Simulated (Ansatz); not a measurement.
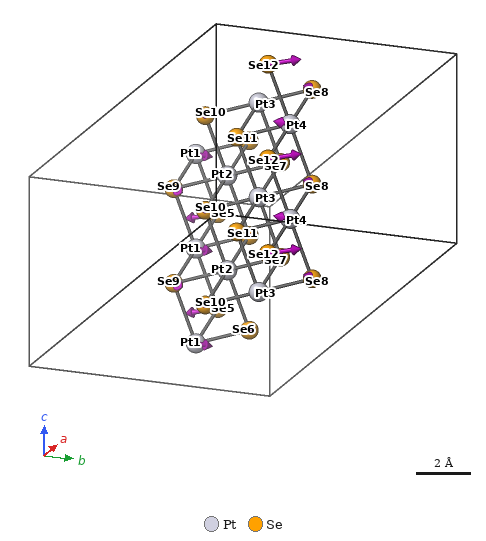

A relaxation of a wire of composition PtSe2. The starting structure is drawn; purple arrows show the displacements (the part carried along by the change of the cell is left out), 5 times their true length.

A ball-and-stick model of the 2 repeat of the cell, with the vacuum cut short, seen from a free direction.

Case: zigzag ribbon, 4 formula units a period, edge spins parallel.

Level of theory: Ansatz, DFT PBE, scalar-relativistic, plane waves, PAW.

Input file:
```yaml
crystal:
  lattice:
    - [20.9, 0.0, 0.0]
    - [0.0, 11.9, 0.0]
    - [0.0, 0.0, 3.7484152507]
  atoms:
    - { symbol: Pt, position: [0.2670175002, 0.5, 0.0] }
    - { symbol: Pt, position: [0.4223391667, 0.5, 0.5] }
    - { symbol: Pt, position: [0.5776608333, 0.5, 1.0] }
    - { symbol: Pt, position: [0.7329824998, 0.5, 0.5] }
    - { symbol: Se, position: [0.2152436113, 0.6099197191, 0.5], spin: 1.0 }
    - { symbol: Se, position: [0.3705652779, 0.6099197191, 0.0] }
    - { symbol: Se, position: [0.5258869444, 0.6099197191, 0.5] }
    - { symbol: Se, position: [0.681208611, 0.6099197191, 1.0] }
    - { symbol: Se, position: [0.318791389, 0.3900802809, 0.5] }
    - { symbol: Se, position: [0.4741130556, 0.3900802809, 1.0] }
    - { symbol: Se, position: [0.6294347221, 0.3900802809, 0.5] }
    - { symbol: Se, position: [0.7847563887, 0.3900802809, 1.0], spin: 1.0 }
basis:
  ecutwfc: 420
kpoints:
  mp_grid: { grid: [1, 1, 14] }
hamiltonian:
  xc: pbe
scf:
  occupations: { method: gaussian, width: 0.05 }
output:
  forces: true
  stress: true
  eigenvalues: true
  populations: true
  write_density: true
  write_potential: true
  elf: true
  volumetric_format: npy
magnetization:
  spin_polarized: true
relax:
  adjacent_minimum: "off"
  f_tol: 0.02
  max_steps: 45
  cell: { fix: [a, b, alpha, beta, gamma], stress_tol: 0.03 }
```

Run as
```bash
ansatz run input.yaml --threads 4 --pin off --max-ram 11264MiB --backend cpu --events-out ev --progress --plain --runs-dir out
```

Question: Which element moves most?

Answer: Selenium: up to 0.28 Å, against 0.15 Å for platinum.

Question: What did the optimiser do to the structure, and how much energy did it gain?

Answer: The energy falls by 0.322 eV per cell of the calculation in 6 accepted moves (7 points after the start). Largest force component: 1.3 eV/Å at the start, 0.0034 eV/Å at the end. At 1 point the geometry stayed and the basis and grid were re-selected for the new cell (energy shift of 0.6 meV per cell of the calculation at most each time). The largest moves relative to the layer's centre, 0.28 Å, are those of Se5 and Se12. Largest moves by element: Se 0.28 Å, Pt 0.15 Å. Along the periodic axis the drawn cell goes c 7.497 → 7.407 Å (−1.2 %). Among the contacts that change: Pt1–Se5 2.529 → 2.442 Å, Pt1–Se6 2.529 → 2.481 Å, Pt2–Se9 2.529 → 2.553 Å, Pt2–Se6 2.529 → 2.505 Å. Among the angles between lasting bonds that change: Se5–Pt1–Se9 180.0° → 169.7°, Se5–Pt1–Se6 95.7° → 105.4°, Se5–Pt1–Se5 95.7° → 98.6°. The program noted that the starting moments weren't kept.
